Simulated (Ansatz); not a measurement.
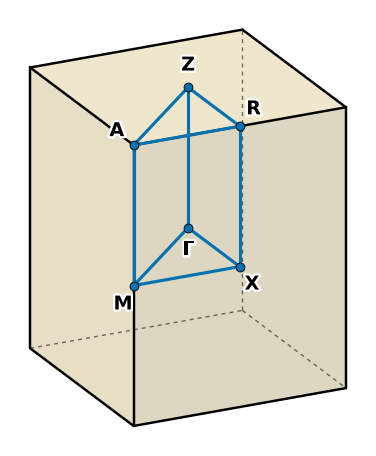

For SrO, the geometry relaxed at fixed volume with DFT PBEsol, scalar-relativistic, plane waves, PAW in Ansatz 0.2.0; the starting structure was generated, so it need not be a known form of this composition: the figure shows the first Brillouin zone with its special points and a band path. The drawing is computed from the coordinates (standard cell, symmetry found to 0.002 Å).

Labels and path follow the convention of Hinuma et al. (2017), as computed by seekpath.

> Name the Bravais lattice of the crystal.

A primitive tetragonal lattice (tP; extended symbol tP1). The zone is a parallelepiped in its combinatorial type: 6 faces (6 with 4 edges), 12 edges, 8 vertices.

> Write the standard path through the labelled points.

Γ–X–M–Γ–Z–R–A–Z | X–R | M–A
